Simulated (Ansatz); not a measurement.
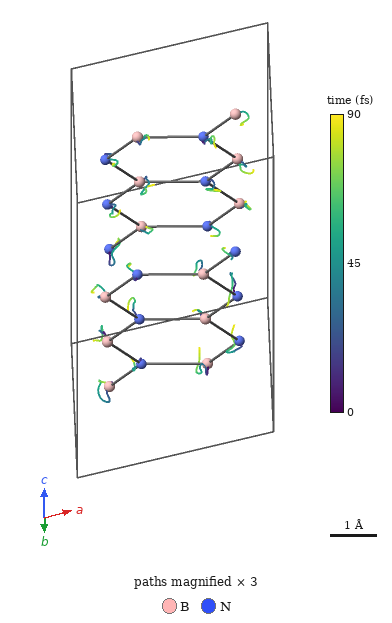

A Born-Oppenheimer molecular dynamics run of a 24-atom cell of BN (built on the measured structure type), 90 fs long. Lines trace each atom's path, coloured by time; spheres stand at the starting positions. The excursions are magnified 3 times. Seen from a free direction in the simulation cell.

All numbers below come from DFT, PBEsol, plane waves, PAW (Ansatz). Set-up: plane-wave cutoff 420 eV; k-point mesh 4 × 2 × 2; Fermi-Dirac smearing 0.02 eV; Langevin thermostat (NVT); set temperature 200 K; time step 3 fs.

**How do the atoms move?**

In the second half of the run the atoms are, in the root-mean-square, this far from where they began (common drift taken out): N 0.10 Å, B 0.09 Å. The run lasts only 90 fs, too short to tell vibration from diffusion. Over the second half the temperature averages 149 K (spread ±19 K). The potential energy in the second half lies on average 18.1 meV per atom above the first frame.

Cost: 2.5 min on 4 threads of Arm Neoverse N1 (shared host), peak memory 0.69 GiB.
